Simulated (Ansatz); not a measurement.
# V_O in HfO2 (P2_1/c) against the share of exact exchange

Question: how much does the share of exact exchange change the (+1/0) level of V_O in HfO2 (P2_1/c), and what does each choice cost? Model: a cell of 96 host atoms with 1 O taken out.

Method: plane-wave PAW DFT; relaxations with PBEsol, then single points with PBEsol and PBE0 form with several shares of exact exchange, on supercells at fixed charge in a uniform background, in Ansatz 0.2.0.

### 1. Set-up

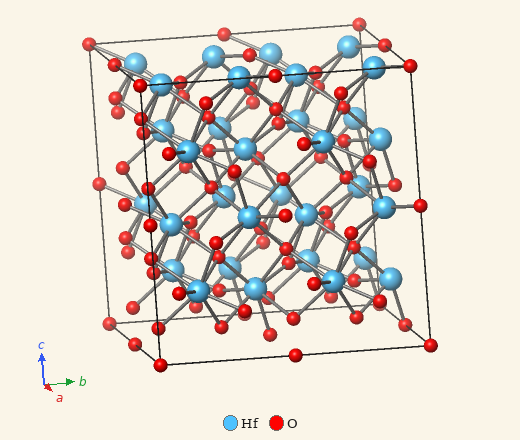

The cell as given, slightly off an axis (hafnium blue, oxygen red). Bonds to atoms that aren't drawn are left out. Some periodic images of atoms are drawn too.

The cell holds 95 atoms: 32 Hf and 63 O. Its edges and angles: a = 10.192 Å, b = 10.355 Å, c = 10.542 Å, α = 90.0°, β = 99.6°, γ = 90.0°. It derives from HfO2 (space group P2_1/c). Nearest the centre at fractional (0.536, 0.581, 0.420): Hf73 at 2.04 Å, Hf2 at 2.05 Å, Hf87 at 2.13 Å, O90 at 2.53 Å, O22 at 2.57 Å, O92 at 2.79 Å, O81 at 2.79 Å, O11 at 2.81 Å. The cell carries charge +1.

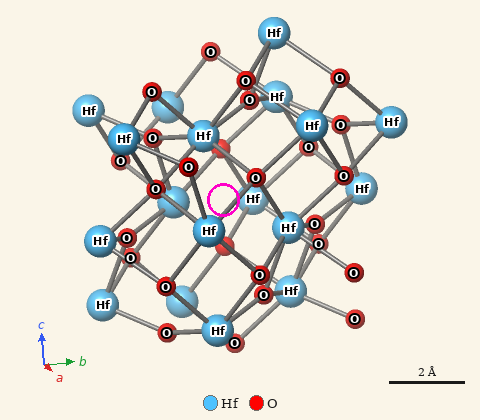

The atoms within 5 Å of the centre. A ring marks the centre wherever it is empty.

Screening for the image-charge correction: ε∞ = principal values (4.69, 5.07, 5.10), ε0 = principal values (14.94, 18.84, 20.97), computed on the host (DFPT, PBEsol).

The cell's shortest repeat is 10.2 Å.

### 2. Relaxing both charge states, PBEsol

The study needs fixed structures, so each charge is relaxed once, at one point at (¼, ¼, ¼), from small random displacements that break the symmetry of the site.

Input file qp1_M1.relax/input.yaml:

```yaml
crystal:
  lattice:
    - [5.09606207, 0.0, -0.00164836]
    - [0.0, 5.17753054, 0.0]
    - [-0.87817712, 0.0, 5.19733713]
  atoms:
    - { symbol: Hf, position: [0.277155, 0.457022, 0.708187] }
    - { symbol: Hf, position: [0.722845, 0.957022, 0.791813] }
    - { symbol: Hf, position: [0.722845, 0.542978, 0.291813] }
    - { symbol: Hf, position: [0.277155, 0.042978, 0.208187] }
    - { symbol: O, position: [0.447132, 0.741797, 0.980022] }
    - { symbol: O, position: [0.552868, 0.241797, 0.519978] }
    - { symbol: O, position: [0.552868, 0.258203, 0.019978] }
    - { symbol: O, position: [0.447132, 0.758203, 0.480022] }
    - { symbol: O, position: [0.071295, 0.337466, 0.340782] }
    - { symbol: O, position: [0.928705, 0.837466, 0.159218] }
    - { symbol: O, position: [0.928705, 0.662534, 0.659218] }
    - { symbol: O, position: [0.071295, 0.162534, 0.840782] }
  supercell: [2, 2, 2]
  defects: [{ vacancy: 83 }]
total_charge: 1
basis:
  ecutwfc: 420
  xc_grid: 2
hamiltonian:
  xc: pbesol
  pseudopotentials: { kind: paw, azcp: { folder: soft_1 }, xc_functional: pbe }
kpoints:
  mp_grid: { grid: [1, 1, 1], shift: [0.25, 0.25, 0.25] }
magnetization:
  spin_polarized: true
  initial_magnetization: 1
  spin_locking: { lock_magnetization: hard }
scf:
  occupations: { method: fixed }
  max_iter: 60
output:
  forces: true
  charged_corrections:
    epsilon: [[5.04, 0.0, 0.14], [0.0, 5.07, 0.0], [0.14, 0.0, 4.75]]
    static_epsilon: [[20.65, 0.0, 1.35], [0.0, 18.84, 0.0], [1.35, 0.0, 15.26]]
    defect_position: [0.535647, 0.581267, 0.420391]
relax:
  f_tol: 0.015
  max_steps: 60
  random_displacement: { amplitude: 0.04, seed: 7726 }
checkpoint:
  write: "../qp1_M1.relax.run"
  compress: false
  write_wavefunctions: true
  write_every: 100000
```

Started as:

```
> ansatz run input.yaml --threads 32 --pin off --max-ram 84787MiB --backend cuda --events-out ev --progress --plain --runs-dir out --max-vram 78GiB
```

Numbers of over 12 decimals in the logs are rounded to 6 here.

The log of the run:

```text
[... repeated set-up lines and file paths are left out, and long positions are rounded to six places ...]
Engine: ansatz 0.2.0, aarch64-unknown-linux-gnu
Pseudopotentials: kind: paw
Pseudopotential: Hf, paw, valence charge 26, recommended cutoff 420 eV (normal), soft_1/Hf.paw.azcp
Pseudopotential: O, paw, valence charge 6, recommended cutoff 420 eV (normal), soft_1/O.paw.azcp
Functional definition: PBEsol
  exchange = pbesol_x
  correlation = pbesol_c
[...]
Crystal: 95 atoms, lattice volume = 1096.995 Å³
Basis set: ecut = 420 eV, 21487 PW (Γ), exchange–correlation on 144×144×144 points (8 copies of the dense FFT grid, shifted against one another)
Bands: 726, of which v1, the nominal top of the filled ones, is band 605 counted from 1 (604 counted from 0)
Symmetry: 1 space group operations
k-points: 1
Non-local potential: Hf, projectors of the file, l = 0: 3, l = 1: 2, l = 2: 2, l = 3: 3
Non-local potential: O, projectors of the file, l = 0: 2, l = 1: 2, l = 2: 1
PAW form: soft (Blöchl's): semilocal exchange-correlation on the pseudo side does not see the compensation charge
PAW frozen core: Hf, regenerated for the run's functional, and the local potential with it (the file was generated under x = pbe(κ = 0.804, μ = 0.219515), c = pbe(β = 0.066725))
PAW frozen core: O, regenerated for the run's functional, and the local potential with it (the file was generated under x = pbe(κ = 0.804, μ = 0.219515), c = pbe(β = 0.066725))
PAW one-centre angular grid: Hf, 590 points (default); XC on 64 Gauss nodes
PAW one-centre angular grid: O, 110 points (default); XC on 64 Gauss nodes
Initial density: superposition of atomic densities (chi_scale 0.1, normalization cell, long waves kept (reshape's long-wave potential 0.33 eV rms))
Starting moments: Σ|m| = 1 μB on 95 of 95 sites
Initial wavefunctions: pseudopotential atomic-orbital guess
[...]
Functional: x = pbesol(κ = 0.804, μ = 0.123457), c = pbesol(β = 0.046)
SCF iter   1: F=—  HF=-534711.021288 eV  |Δ(HF+E_count)|=         —  Δρ=4.91e-2 (↑4.86e-2 ↓4.91e-2)  dr2=8.98e1  dr2_m=6.76e-2  M=1.000 μB ∫|m|=1.075 μB  Hψ=3878
preconditioner: auto → Resta (q_TF=auto, 2.773 Å⁻¹)  ε∞=4.9  [insulator: Δε(μ)=0.500 eV  Ē_g=19.103 eV  n_scr=410 (ndim 8)  ℏωp=37.9 eV  f_vac=0.008  ε∞_Penn≈4.9]
spin=Collinear: Resta preconditioning applied to the charge; magnetization (m = ρ↑ − ρ↓) channel mixes plain (no charge-response kernel on spin).
SCF iter   2: F=—  HF=-534694.374723 eV  |Δ(HF+E_count)|=    1.66e1  Δρ=3.01e-2 (↑2.96e-2 ↓3.01e-2)  dr2=3.45e1  dr2_m=4.47e-2  M=1.000 μB ∫|m|=1.073 μB  Hψ=2832
[...]
SCF iter  11: F=-534683.276287 eV  HF=-534683.276286 eV  |Δ(HF+E_count)|=   3.09e-6  Δρ=6.57e-6 (↑6.49e-6 ↓6.57e-6)  dr2=1.66e-6  dr2_m=2.62e-9  M=1.000 μB ∫|m|=1.036 μB  Hψ=5209
SCF 1 converged in 11 iterations: F = -534683.276287 eV  dr2 = 1.66e-6
[...]
relax step   1: F+E_penalty+E_count = -534683.27628686 eV  Δ(F+E_penalty+E_count) = +0.000e0 eV  max|allowed force component| = 2.488e0 eV/Å  Δτ_max = 0.0000 Å  (11 SCF iters, dr2 threshold 5.63e-6 eV, accepted)
[...]
relax step   2: F+E_penalty+E_count = -534684.78182880 eV  Δ(F+E_penalty+E_count) = -1.506e0 eV  max|allowed force component| = 1.675e0 eV/Å  Δτ_max = 0.1946 Å  (7 SCF iters, dr2 threshold 1.00e-4 eV, accepted)
[...]
relax step   4: F+E_penalty+E_count = -534685.32774931 eV  Δ(F+E_penalty+E_count) = -9.366e-3 eV  max|allowed force component| = 6.197e-2 eV/Å  Δτ_max = 0.0681 Å  (7 SCF iters, dr2 threshold 4.73e-7 eV, accepted)
[...]
relax step   6: F+E_penalty+E_count = -534685.32869382 eV  Δ(F+E_penalty+E_count) = -8.242e-8 eV  max|allowed force component| = 1.449e-2 eV/Å  Δτ_max = 0.0000 Å  (2 SCF iters, accepted)
[...]
NSCF: frozen V_eff on 1 k-points
[...]
SCF converged after 2 iterations
Magnetization: 1.0000 μB (605.0000 up, 604.0000 down)
Absolute magnetization: 1.0347 μB (∫|ρ↑−ρ↓|, with the PAW one-centre terms)
Spin contamination: 0.0018 ħ² per cell (⟨S²⟩ above its minimum at these occupations)
Per-site moments (μB) at R_I (Å): [(0.000406295, 0.835114), (0.050256, 0.836050), (0.000470408, 0.838958), [... 6 left out ...]
Free energy (F): -534685.328694 eV
Harris-Foulkes:  -534685.328694 eV  (|F-HF|=9.20e-9)
Internal energy: -534685.328694 eV  (E = F + TS)
E sigma→0 (E₀):  -534685.328694 eV
Fermi energy:    15.370090 (↑ 15.370090, ↓ 12.823250) eV
--- Per-component energies (eV) ---
  E_band       = -1390.192359
  E_kinetic    = 23577.072606
  E_local      = -236695.103447  (includes V_loc(G=0)·N_el)
  E_nonlocal   = 5586.979417
  E_hartree    = 112421.453790
  E_xc         = -12904.670857
  E_vxc        = -13844.866803  (∫ρ·V_xc dr)
  E_paw        = -252421.915740  (= ΣΔE_a)
  E_vpaw       = -4857.237461  (= ΣTr[D̂ρ^β])
  E_aug_tail   = 0.051455  (compensation charges beyond the density's cutoff)
  E_ewald      = -174291.452854
  E_core_change = 42.256936  (= ΣΔE_core)
  E_smearing   = -0.000000  (= −TS)
  E_closure    = 0.000000  (closes the sum)
  E_deformation_potential = 22.315296  (in the stress; not in F)
  Σ components = -534685.328694   (vs F -534685.328694, Δ=0.00e0)
--- Forces (eV/Å), atoms counted from 1 ---
  atom   1  Hf    -0.00258446    -0.00091864    -0.00455117
  atom   2  Hf    -0.00330894     0.00235682    -0.00897465
  [... 4 atoms left out ...]
  [... 89 more lines of this table ...]
  max |Σ_I F_I| component: 6.48e-5 eV/Å
--- Charged-cell corrections in eV (Makov–Payne, q = +1.000 e, ε = [[20.650, 0.000, 1.350], [0.000, 18.840, 0.000], [1.350, 0.000, 15.260]]) ---
  F (periodic)     = -534685.328694  (uncorrected; the corrections below are reported, never added to it)
  E_corr1          = +0.108893  (monopole, q²α_M/2ε̄L, of the cell on which ε is isotropic)
  F Makov-Payne    = -534685.219801  (F + E_corr1; no measured alignment; for a localised charge, not one spread in a band: unchecked)
  no potential alignment in this run, which stands beside a crystal: run the host's input off ansatz write-host-input, and read the two finished runs by ansatz place-levels (neither reads a slab, a wire or a sheet, whose cell leaves a vacuum)
--- Band table (eV) ---
  k-point 0 ↑: bands = ["-47.5306", "-47.4557", "-47.3985", "-47.3848", "-47.3466", "-47.3440", "-47.3424", "-47.3378", "-47.3283", [... rest cut ...]
  k-point 0 ↓: bands = ["-47.4949", "-47.4040", "-47.3965", "-47.3817", "-47.3450", "-47.3431", "-47.3367", "-47.3276", "-47.3263", [... rest cut ...]
--- Relaxed structure (6 steps of the walk, 6 accepted, 0 SCFs on fresh bases) ---
  F+E_penalty+E_count = -534685.32869382 eV   max|allowed force component| = 1.449e-2 eV/Å
  atoms:
    - { symbol: Hf, position: [0.137657, 0.226451, 0.353375] }
    - { symbol: Hf, position: [0.352692, 0.474977, 0.394606] }
    [... 4 atoms left out ...]
  [... 89 more lines of this table ...]
```

Run time: 9.5 s. Hardware: 1 × NVIDIA GB200 with 32 threads of Arm Neoverse V2, shared host; peak memory 2.9 GiB; 29 s of CPU time.

Relaxation path:

```csv
step,energy less that of the first step (eV),largest force component (eV/Å)
1,0.0000,2.4884
2,-1.5055,1.6749
3,-2.0421,0.0870
4,-2.0515,0.0620
5,-2.0524,0.0145
6,-2.0524,0.0145
```

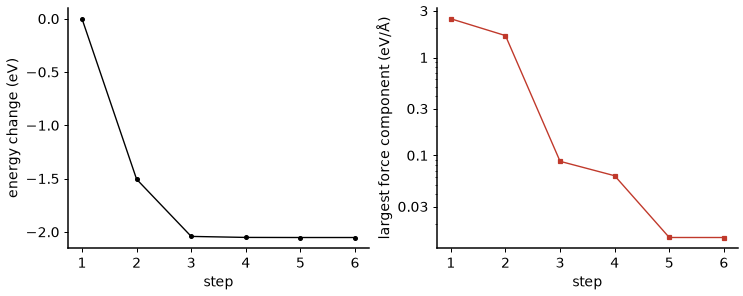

Energy and largest force along the relaxation.

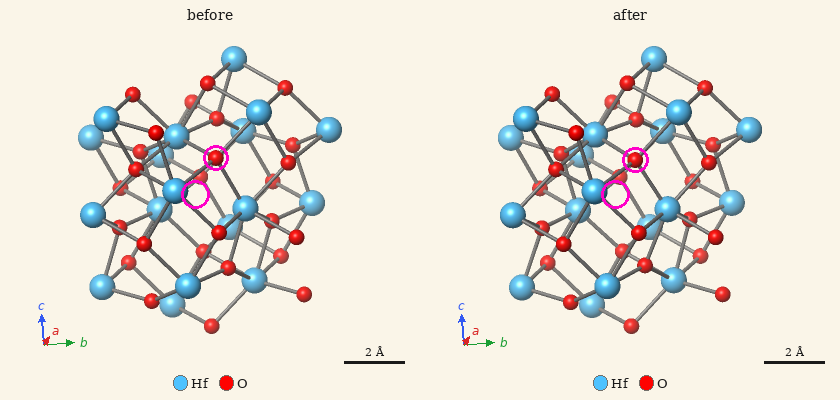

Before and after: the atoms that start within 5 Å of the centre. O90, which moves most, is ringed if it is among them. A ring with no atom in it marks the empty centre.

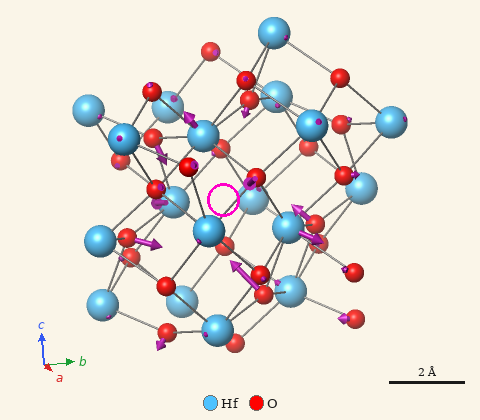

Displacements in the relaxation from the typed sites near the centre, exaggerated, the mean shift taken out; the longest in the cell stands for 0.17 Å. A ring marks the centre wherever it is empty.

The atoms that moved most (Å, from the sites as typed, ahead of the random displacement, the mean shift of all atoms taken out):

| atom | dx | dy | dz | length |
| --- | --- | --- | --- | --- |
| O90 | -0.159 | 0.003 | -0.048 | 0.167 |
| O81 | -0.046 | -0.087 | 0.101 | 0.141 |
| O11 | 0.036 | 0.090 | -0.027 | 0.101 |
| Hf73 | 0.056 | 0.074 | -0.034 | 0.099 |
| Hf2 | -0.088 | -0.038 | -0.014 | 0.097 |
| O35 | -0.008 | -0.061 | 0.056 | 0.083 |
| O22 | 0.017 | 0.029 | -0.070 | 0.078 |
| Hf87 | 0.017 | -0.045 | 0.061 | 0.078 |

The atoms nearest to the centre after the run:

```csv
atom,distance (Å)
Hf73,2.140
Hf2,2.143
Hf87,2.208
O90,2.367
O22,2.494
O81,2.658
O11,2.731
O35,2.741
O92,2.747
```

```
charge  moment set (μB)  steps  largest displacement (Å)   time
     0                0      6                      0.08  8.7 s
    +1                1      6                      0.17  9.5 s
```

The relaxation ends 22 meV an atom lower than the displaced start, with a largest force component of 0.014 eV/Å.

### 3. First setting: 0 (PBEsol)

Exact exchange opens the gap of the host. A level of a localised state need not follow either band edge, so its distance to each edge changes. The single points sample the zone centre alone.

Input file qp1_M1.a0/input.yaml:

```yaml
crystal:
  checkpoint: "../qp1_M1.relax.run"
  host: checkpoint
total_charge: 1
basis:
  ecutwfc: 420
  xc_grid: 2
hamiltonian:
  xc: pbesol
  pseudopotentials: { kind: paw, azcp: { folder: soft_1 }, xc_functional: pbe }
kpoints:
  mp_grid: { grid: [1, 1, 1] }
magnetization:
  spin_polarized: true
  initial_magnetization: 1
  spin_locking: { lock_magnetization: hard }
scf:
  occupations: { method: fixed }
  max_iter: 60
output:
  forces: true
  charged_corrections:
    epsilon: [[5.04, 0.0, 0.14], [0.0, 5.07, 0.0], [0.14, 0.0, 4.75]]
    static_epsilon: [[20.65, 0.0, 1.35], [0.0, 18.84, 0.0], [1.35, 0.0, 15.26]]
    defect_position: [0.535647, 0.581267, 0.420391]
  eigenvalues: true
  eigenstates: { localisation: true }
  efg: {}
checkpoint:
  read: "../qp1_M1.relax.run"
  write: "../qp1_M1.a0.run"
  compress: false
  write_wavefunctions: false
  write_every: 100000
```

The log of the run:

```text
[...]
crystal.checkpoint: the structure is that of <dir>, a `relax` run, at its step 6: its result, under pbesol at a charge of 1 e; 95 atoms read, 0 with a starting moment; crystal.structure_sha256 for this input is
Hf: output.efg is read without spin–orbit coupling, which moves field gradients at and beside such atoms by some per cent and up to a factor of two; PAW files take it under magnetization.noncollinear and magnetization.spin_orbit
[...]
device memory: the entry about to start is reckoned to put 7.7 GiB on a device that reports 169.7 GiB free (of which the cap on the GPU budget leaves the run 78.0 GiB)
GPU FFT provider: cuFFT
GPU libraries: cuBLAS 13.8.1, cuFFT 12.4.0, cuSOLVER 12.3.2
GPU matrix products: emulated (plane waves: as basis.precision tells), large ones in fixed point in workspaces of 1.00 GiB
Crystal: 95 atoms, lattice volume = 1096.995 Å³
Basis set: ecut = 420 eV, 21487 PW (Γ), exchange–correlation on 144×144×144 points (8 copies of the dense FFT grid, shifted against one another)
Bands: 726, of which v1, the nominal top of the filled ones, is band 605 counted from 1 (604 counted from 0)
[... 1 set-up line as in the run before ...]
[...]
k-points: 1
[...]
Starting moments: Σ|m| = 1 μB on 95 of 95 sites; this step starts from the density that it was given
[...]
GPU buffer pool allocated for 373248 grid points (all kernels)
GPU transforms: local potential and band sums: pruned to the plane-wave sphere, on 72×72×72
[...]
SCF iter   7: F=-534685.042404 eV  HF=-534685.042404 eV  |Δ(HF+E_count)|=   5.82e-8  Δρ=1.21e-6 (↑1.21e-6 ↓1.18e-6)  dr2=5.89e-8  dr2_m=6.01e-10  M=1.000 μB ∫|m|=1.041 μB  Hψ=7405
SCF 1 converged in 7 iterations: F = -534685.042404 eV  dr2 = 5.89e-8
[...]
SCF converged after 7 iterations
Stability checked in part: among states of this total moment the steps that led to this state did not find it unstable. No probe was made; neither looks for a lower state of another moment (fixed_total_moment; see scf.lower_state_search)
Magnetization: 1.0000 μB (605.0000 up, 604.0000 down)
Absolute magnetization: 1.0425 μB (∫|ρ↑−ρ↓|, with the PAW one-centre terms)
[...]
Per-site moments (μB) at R_I (Å): [(0.000325867, 0.835114), (0.048868, 0.836050), (0.000560494, 0.838958), [... 6 left out ...]
Free energy (F): -534685.042404 eV
[...]
Internal energy: -534685.042404 eV  (E = F + TS)
E sigma→0 (E₀):  -534685.042404 eV
Fermi energy:    15.323448 (↑ 15.323448, ↓ 12.911235) eV
[...]
--- Forces (eV/Å), atoms counted from 1 ---
  atom   1  Hf    -0.00983673    -0.01249136    -0.01198760
  atom   2  Hf    -0.04671392     0.00067907    -0.02445752
  [... 4 atoms left out ...]
  [... 89 more lines of this table ...]
  max |Σ_I F_I| component: 1.36e-5 eV/Å
--- PAW observables at the nuclei: V_zz in 10²¹ V/m², potentials from the cell's mean, atoms counted from 1 ---
  [... 2 lines on atoms farther from the defect left out ...]
  atom   2  Hf V_zz =   +31.863047   η = 0.4196   by run symmetry: allowed
            electrostatic potential = -14184.263616 V   contact ρ = 8663426.815100 e/Å³   contact ρ_s (e/Å³): all electrons +5.302381, valence +5.293862
  [...]
F Makov-Payne    = n/a  (the rows are of the electrons' constant alone; ansatz place-levels tells what screens the charge)
[...]
--- Band table (eV) ---
[...]
```

Run time: 5.8 s. Hardware: 1 × NVIDIA GB200 with 32 threads; peak memory 2.1 GiB; 69 s of CPU time.

Both charges and the host at this setting go to place-levels, which corrects for the image charge and aligns the potentials.

Input file levels.a0.yaml:

```yaml
host:
  run: host.a0.run
states: [q0.a0.run, qp1_M1.a0.run]
geometry_from:
  q0.a0.run: q0.relax.run
  qp1_M1.a0.run: qp1_M1.relax.run
  host.a0.run: host.relax.run
chemical_potentials:
  O:
    energy: -558.291301
    dataset: <sha256 of the dataset>
```

Started as:

```
> ansatz place-levels levels.a0.yaml -- --threads 32 --pin off --max-ram 84787MiB
```

The log of the run:

```text
(+1/0) 2.965 eV above the valence edge, 1.001 eV under the conduction edge
formation energy of charge +1: +3.465 eV with the Fermi level at the valence edge
formation energy of charge 0: +6.429 eV with the Fermi level at the valence edge
  edges by pbesol, gap 3.965 eV; the host is sampled to repeats of 10.19 Å
  the defect's cells are sampled to repeats of 10.19 Å, like sampling
  charge +1: -534685.0223 eV with its correction of +0.020 eV, at epsilon [[20.65, 0, 1.35], [0, 18.84, 0], [1.35, 0, 15.26]], aligned at sites: -0.0888 eV, mean over 49 atomic sites at or beyond 5.10 Å from the defect at [0.5356, 0.5813, 0.4204], with [...]
  charge 0: +0.000 eV for its dipole among its images, +0.002 omitted
  of states[1] (qp1_M1.a0.run): how wide its charge is, is not read beside other atoms or cores, and a band state would take no correction. [...]
  of states[0] (q0.a0.run): its only k-point is the zone centre, where a defect's energies can be off by tenths of an eV or more: see "From the zone centre to a mesh" in the quickstart
```

Wall time 0.15 s (32 threads).

At this setting the gap is 3.965 eV and (+1/0) lies 2.965 eV above the valence top.

### 4. The other settings

From the second setting on only the share changes; the first is PBEsol, whose semilocal part differs from that of the hybrids. The next input; the others follow the same pattern (0.2, 0.25, 0.3 and 0.4):

qp1_M1.a10/input.yaml, as its differences from qp1_M1.a0/input.yaml of step 3:

```diff
@@ -8,4 +8,4 @@
 hamiltonian:
-  xc: pbesol
-  pseudopotentials: { kind: paw, azcp: { folder: soft_1 }, xc_functional: pbe }
+  xc: { preset: pbe0, exx: 0.1 }
+  pseudopotentials: { kind: paw, azcp: { folder: soft_1 } }
 kpoints:
@@ -30,3 +30,3 @@
   read: "../qp1_M1.relax.run"
-  write: "../qp1_M1.a0.run"
+  write: "../qp1_M1.a10.run"
   compress: false
```

### 5. Result against cost

Times of the states on 1 × NVIDIA GB200 with 32 threads of Arm Neoverse V2, shared host; the host is run again at each setting, small cells on the processor where the program's card isn't needed:

```csv
share of exact exchange,gap (eV),(+1/0) above the valence top (eV),under the conduction bottom (eV),"time, both charge states","time, host and placing",peak memory of a state (GiB)
0 (PBEsol),3.965,2.965,1.001,8 s,6 s,2.1
0.1,5.004,3.540,1.464,40 s,2.6 min,3.1
0.2,5.958,4.150,1.808,42 s,3 min,3.0
0.25,6.444,4.459,1.985,46 s,3 min,2.9
0.3,6.935,4.771,2.163,47 s,3.4 min,3.1
0.4,7.932,5.405,2.527,61 s,3.6 min,3.1
```

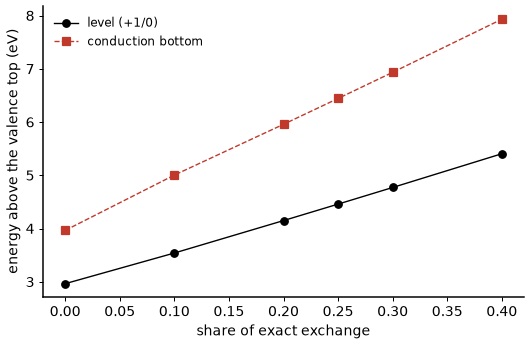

The level against the share of exact exchange.

### 6. Outcome

```yaml
plus_1_over_0_level_0_pbesol: 2.96 eV
plus_1_over_0_level_0p1: 3.54 eV
plus_1_over_0_level_0p2: 4.15 eV
plus_1_over_0_level_0p25: 4.46 eV
plus_1_over_0_level_0p3: 4.77 eV
plus_1_over_0_level_0p4: 5.40 eV
slope_of_the_gap_among_the_hybrids: 0.98 eV per 0.1 of exact exchange
```

In words: From a share of 0 (PBEsol) to 0.4 the gap opens from 3.97 to 7.93 eV and (+1/0) moves from 2.96 to 5.40 eV above the valence top. Among the hybrids, by fitted slopes, the level takes 64 % of the gap's opening, between the two edges, as a localised state does. The atoms were held at the semilocal structure, so a distortion that exact exchange would bring is missing. The program warns that hybrid band edges depend on the exchange mesh, which was not varied here; the gaps and slopes may carry that error. Only the charges 0 and +1 were run, each from one start, so (+1/0) need not be a change between stable states. What this leaves open: sampling at the zone centre alone can move energies of charged and open-shell states by tenths of an eV or more in cells of this size; spin–orbit coupling, which can matter with heavy atoms, is left out; the structures are those of PBEsol; force components of up to 0.27 eV/Å remain in a run at the final settings.

[Logs are printed without paths, hosts, clocks, repeated set-up lines and the standing remarks that a program may print on its own settings, such as how far it seeks lower states.]

[Hosts, paths, dates, database ids (printed as entryN), source tags and the programs' standing remarks are cut or masked in the printed files.]

[Where a table of states has a column of steps, it counts the stored structures, which are thinned; the runs took as many ionic steps or more.]

[For some hosts the program warned that the k-mesh of the response run may be too coarse for force constants and the static dielectric constant; such warnings are not shown here.]
